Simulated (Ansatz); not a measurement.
## Rb in space group Pnma: the states at the Fermi level

The calculation's input:

```yaml
crystal:
  lattice:
    - [5.74, 0.0, 0.0]
    - [0.0, 4.64, 0.0]
    - [0.0, 0.0, 12.38]
  atoms:
    - { symbol: Rb, position: [0.047, 0.25, 0.893] }
    - { symbol: Rb, position: [0.453, 0.75, 0.393] }
    - { symbol: Rb, position: [0.547, 0.25, 0.607] }
    - { symbol: Rb, position: [0.953, 0.75, 0.107] }
basis:
  ecutwfc: 420
kpoints:
  mp_grid: { grid: [8, 8, 4] }
hamiltonian:
  xc: pbe
scf:
  occupations: { method: gaussian, width: 0.05 }
output:
  forces: true
  eigenvalues: true
  eigenstates:
    nscf_kmesh: { grid: [18, 22, 8] }
    top_band: c6
    de_dk: true
    localisation: false
  stress: true
checkpoint:
  write: ck
  compress: false
  write_wavefunctions: false
  write_every: 100000
```

Launched as:

```sh
ansatz run input.yaml --threads 1 --pin off --max-ram 3072MiB --backend cpu --events-out ev --progress --plain --runs-dir out
```

Computed with Ansatz, DFT PBE, scalar-relativistic, plane waves, PAW; levels and slopes on a dense k mesh at the converged density. No spin polarisation. Mesh 18×22×8, interpolated with the band slopes. The geometry was not relaxed (largest force 0.8 eV/Å).

## 1. The sheets

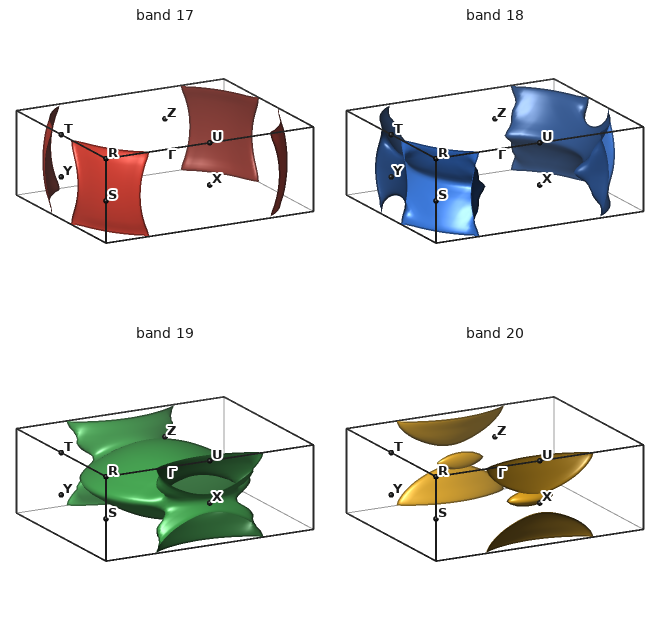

Computed Fermi surface of this crystal. Each panel holds one band. The brighter face of a sheet looks towards empty states.

Describe the Fermi surface sheet by sheet.

Answer. Four bands cross the Fermi level; this is a three-dimensional metal.

Band 17: one open hole tube parallel to Γ–Z.
Band 18: an open sheet between a filled part that runs through the repeated zones in all directions and an empty one that does so in two.
Band 19: an open sheet between a empty part that runs through the repeated zones in all directions and a filled one that does so in two.
Band 20: one electron pocket centred at U (2.6 % of the zone) and two electron pockets on the Γ–X line, no more than about three mesh steps wide (each 0.14 % of the zone), only 50 meV deep.
A pocket cut by a face of the zone is counted once with the part on the opposite face.

## 2. Speeds

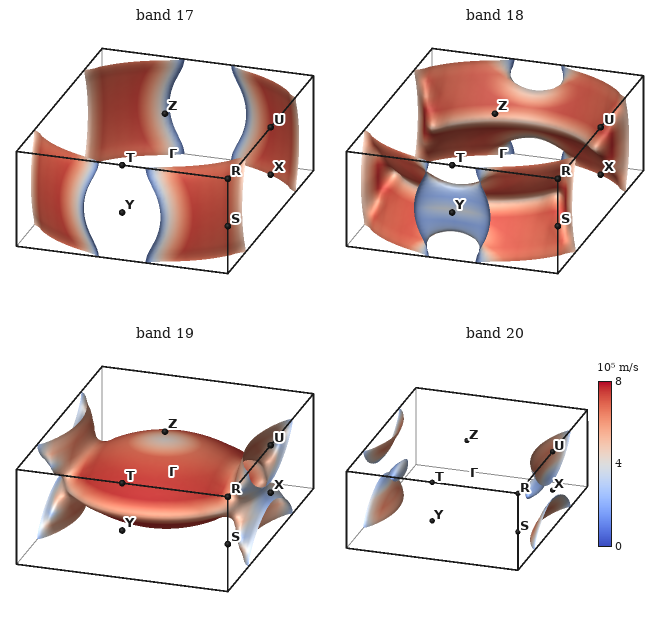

Fermi surface of this crystal, coloured by the Fermi speed.

How fast are the electrons on each sheet?

Answer. Band 17: 3.5 to 7.4 × 10⁵ m/s over most of the sheet, 5.9 × 10⁵ m/s on average over states. Band 18: 2.4 to 7.2 × 10⁵ m/s over most of the sheet, 5.6 × 10⁵ m/s on average over states. Band 19: 3.3 to 7.6 × 10⁵ m/s over most of the sheet, 5.9 × 10⁵ m/s on average over states. Band 20: 2.4 to 6.3 × 10⁵ m/s over most of the sheet, 4.2 × 10⁵ m/s on average over states.

Which of these bands adds most to the density of states at the Fermi level?

Answer. Band 19, with 1.5 of 3.6 states/eV per cell.

## 3. Cuts and bands

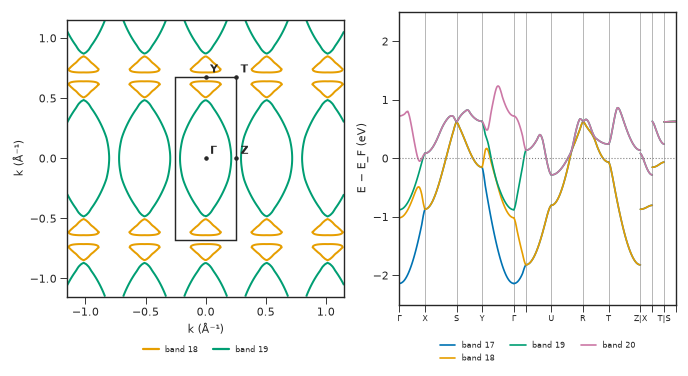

This crystal: cut through the Fermi surface in the plane through Γ, Z and Y, and the bands that cross the Fermi level.

For each band, read its level at the labelled points (eV from the Fermi level).

Answer.
| band | Γ | X | Z | U | Y | S |
| --- | --- | --- | --- | --- | --- | --- |
| band 17 | −2.14 | −0.87 | −1.82 | −0.80 | −0.15 | +0.62 |
| band 18 | −1.02 | −0.87 | −1.82 | −0.80 | −0.15 | +0.62 |
| band 19 | −0.88 | +0.08 | +0.14 | −0.28 | +0.63 | +0.62 |
| band 20 | +0.72 | +0.08 | +0.14 | −0.28 | +0.63 | +0.62 |

Negative values are filled states.

Spin-orbit coupling is left out; with Rb it can split, shift or remove sheets. Necks and pockets thinner than about two mesh steps aren't resolved, so separate pockets may in truth be joined.

The run (self-consistency and the dense mesh) took 120 s on 1 thread of INTEL(R) XEON(R) PLATINUM 8581C CPU @ 2.10GHz (Emerald Rapids), with other jobs on the host, peak memory 2.5 GiB.
